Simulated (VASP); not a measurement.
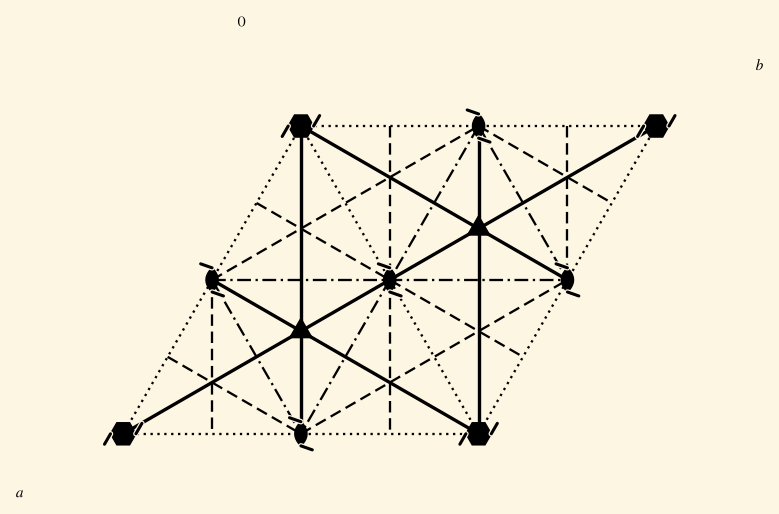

Symmetry elements of a space group, projected down c, computed from the operations of a computed or model structure of composition GaN.

Symbols follow the International Tables: origin at the upper left, the third axis towards the viewer; heavy, dashed, dotted, dash-dotted and dash-dot-dot lines are mirror, in-plane glide, out-of-plane glide, diagonal (n; with arrows d) and double (e) glide planes seen edge on; arrows at the rim are 2 (full head) and 2₁ (half head) axes in the plane; the corner sign is a plane parallel to the page; fractions are heights. Handed screw axes carry their printed symbol instead of tails.

Identify the space group.

Answer. P6₃mc (No. 186); primitive hexagonal, point group 6mm, 12 general positions a cell.

List the elements shown.

Answer. 6₃ axes along c at (0, 0); 3 axes along c at (1/3, 2/3), (2/3, 1/3); 2₁ axes along c at (0, 1/2), (1/2, 0), (1/2, 1/2); mirror planes holding c and [1 2 0] or [2 1 0] or [−1 1 0]; in-plane glide planes holding c and [1 2 0] or [2 1 0] or [−1 1 0]; c glide planes normal to a*, at x = 0; n glide planes normal to a*, at x = 1/2; c glide planes normal to b*, at y = 0; n glide planes normal to b*, at y = 1/2; c glide planes holding c and [1 1 0]; diagonal glide planes holding c and [1 1 0]. Heights repeat every half period; positions are (a, b) fractions, modulo 1.

Write the general positions (in any order).

Answer. x, y, z
x−y, x, z+1/2
−y, x−y, z
−x, −y, z+1/2
−x+y, −x, z
y, −x+y, z+1/2
y, x, z+1/2
x, x−y, z
x−y, −y, z+1/2
−y, −x, z
−x, −x+y, z+1/2
−x+y, y, z
